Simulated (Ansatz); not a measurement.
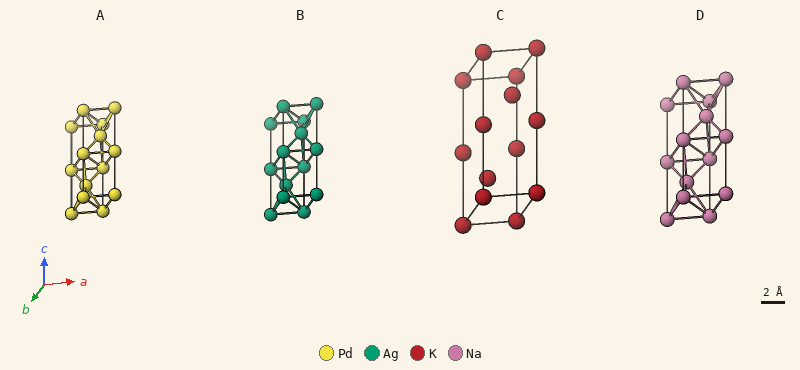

One structure type (space group P6_3/mmc for the parent) with different elements on its sites, each relaxed in cell and atoms to zero pressure (within 0.1 GPa). The picture is a ball-and-stick view of the cell of the calculation, seen from a free direction.

Theory: DFT PBE, scalar-relativistic, plane waves, PAW (Ansatz 0.2.0). Settings: plane-wave cutoff 420 eV; occupations gaussian; smearing width 0.1 eV; no spin polarisation. The k-mesh is chosen for each cell (18×18×6, 12×12×4).

> Give the formulas, and rank the crystals by volume per atom, smallest first.

A = Pd (15.4 Å³), B = Ag (17.9 Å³), D = Na (37.0 Å³), C = K (74.1 Å³).

> Which have a band gap?

Pd: metallic; Ag: metallic; K: metallic; Na: metallic.
